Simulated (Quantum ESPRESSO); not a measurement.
# CoO: 7 runs along one coordinate

System: CoO (4 atoms in the cell).
Method: Kohn-Sham DFT of a periodic cell, PBEsol, GBRV 1.5 PBEsol, spin-polarised (Quantum ESPRESSO 7.5).

The 7 runs differ only in the geometry, by an even scaling of the cell at fixed fractional positions. The structure derives from a Materials Project entry.

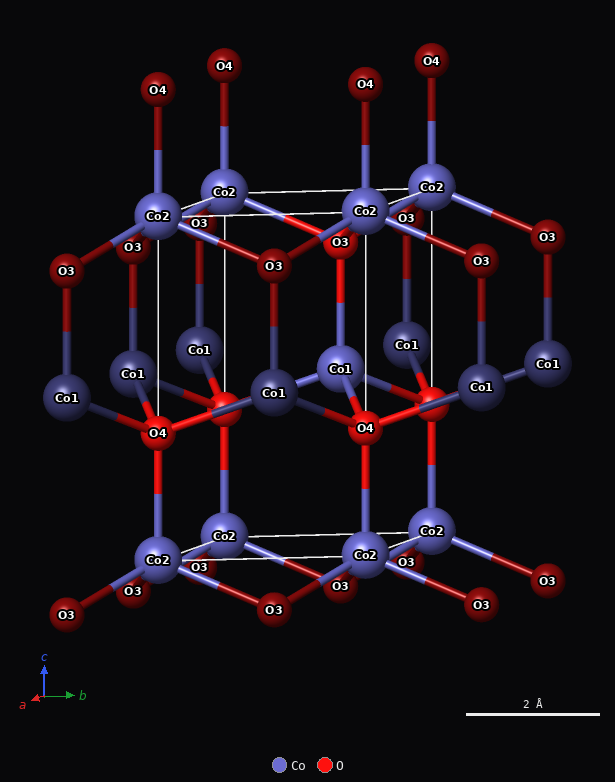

Figure 1. The structure of run 4 (ball-and-stick view of the cell of the calculation, seen slightly off an axis; neighbours outside the cell are drawn fainter; atoms are numbered from 1 in the order of the input). An atom can appear more than once, as a periodic image.

### Input of run 4
```
&CONTROL
  calculation = 'scf'
  prefix = 'pwscf'
  outdir = './tmp'
  pseudo_dir = './pseudo'
  tstress = .true.
  disk_io = 'nowf'
/
&SYSTEM
  ibrav = 0
  nat = 4
  ntyp = 2
  ecutwfc = 56
  ecutrho = 448
  nbnd = 35
  occupations = 'smearing'
  smearing = 'fd'
  degauss = 0.00367493
  nspin = 2
  starting_magnetization(1) = 0.1176
  starting_magnetization(2) = 0
/
&ELECTRONS
  conv_thr = 8d-10
  electron_maxstep = 120
  mixing_beta = 0.3
/
ATOMIC_SPECIES
Co    58.9332 co_pbesol_v1.2.uspp.F.UPF
O     15.9990 o_pbesol_v1.2.uspp.F.UPF
CELL_PARAMETERS angstrom
   3.1976457435    0.0000000000    0.0000000000
  -1.5988228718    2.7692424462    0.0000000000
   0.0000000000    0.0000000000    5.2287097100
ATOMIC_POSITIONS crystal
Co     0.3333333333    0.6666666667    0.5033624100
Co     0.0000000000    0.0000000000    0.0034741400
O      0.3333333333    0.6666666667    0.8715556000
O      0.0000000000    0.0000000000    0.3716088500
K_POINTS automatic
10 10 5 0 0 0
```

Command:
```bash
OMP_NUM_THREADS=1 mpirun -n 2 pw.x -nk 2 -in pw.in > pw.out
```

Lattice vectors (Å) and fractional positions of run 4:
```
   3.197646    0.000000    0.000000
  -1.598823    2.769242    0.000000
   0.000000    0.000000    5.228710
Co  0.333333  0.666667  0.503362
Co  0.000000  0.000000  0.003474
O   0.333333  0.666667  0.871556
O   0.000000  0.000000  0.371609
```

Run 2 differs from it as follows:
```diff
-   3.1976457435    0.0000000000    0.0000000000
-  -1.5988228718    2.7692424462    0.0000000000
-   0.0000000000    0.0000000000    5.2287097100
+   3.1544290168    0.0000000000    0.0000000000
+  -1.5772145085    2.7318156630    0.0000000000
+   0.0000000000    0.0000000000    5.1580428080
```

### Results, with one run withheld

```csv
run,volume per atom (Å³),"free energy per atom, from the lowest run given (meV)",pressure (GPa)
1,10.881,0.00,1.17
2,11.112,?,?
3,11.344,4.58,−4.61
4,11.575,12.88,−7.22
5,11.807,24.82,−9.64
6,12.038,40.13,−11.87
7,12.270,58.51,−13.87
```

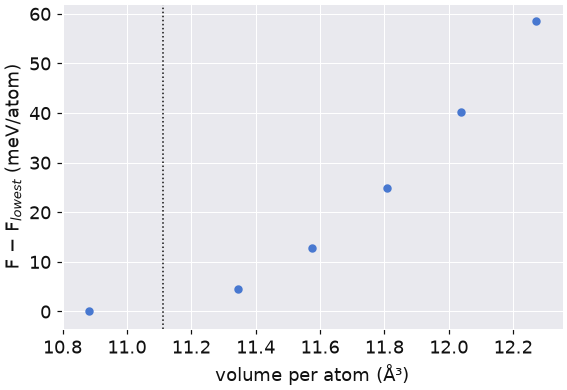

Figure 2. Free energy per atom of the runs given; the dotted line marks run 2.

Estimate the energy of run 2 from the others.

A cubic polynomial in V^(−2/3) (the Birch–Murnaghan form), fitted to the 6 runs given, misses them by at most 0.03 meV per atom. With x = V^(−2/3) − 0.19473 Å⁻², it reads F = 15.744 − 4313.5 x + 2.9335e+05 x² − 8.5751e+05 x³ (meV per atom). At run 2 it gives 0.16 meV per atom, and the run itself gives 0.20. The slope of the fit gives a pressure −dF/dV of −1.61 GPa there, and the run prints −1.81 GPa. The two needn't agree exactly: the fit is approximate, and the printed stress is taken on a finite basis. The fit has its minimum at 10.987 Å³ per atom, where V d²F/dV² gives 145 GPa. Cell shape and fractional positions are held, so this is the stiffness under even scaling; the relaxed bulk modulus wasn't computed.

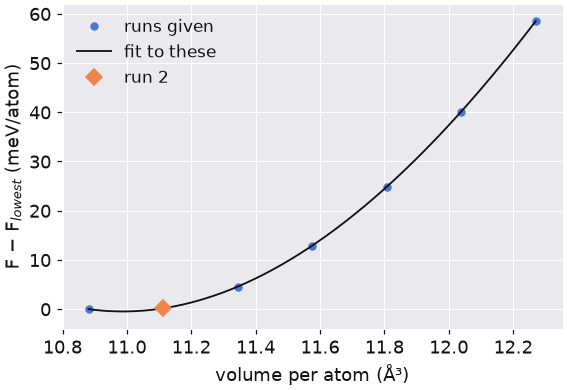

Figure 3. The fit and the withheld run.

### Some lines of the output (run 2)
```
[...]
     total energy              =    -660.89122276 Ry
     total energy              =    -660.89125297 Ry
     total energy              =    -660.89125718 Ry
     total energy              =    -660.89126562 Ry
     total energy              =    -660.89126682 Ry
     total energy              =    -660.89126692 Ry
     total energy              =    -660.89126725 Ry
     total energy              =    -660.89126730 Ry
     total energy              =    -660.89126733 Ry
     the Fermi energy is    11.3861 ev
!    total energy              =    -660.89126733 Ry
     The total energy is F=E-TS. E is the sum of the following terms:
     Computing stress (Cartesian axis) and pressure
          total   stress  (Ry/bohr**3)                   (kbar)     P=      -18.06
```
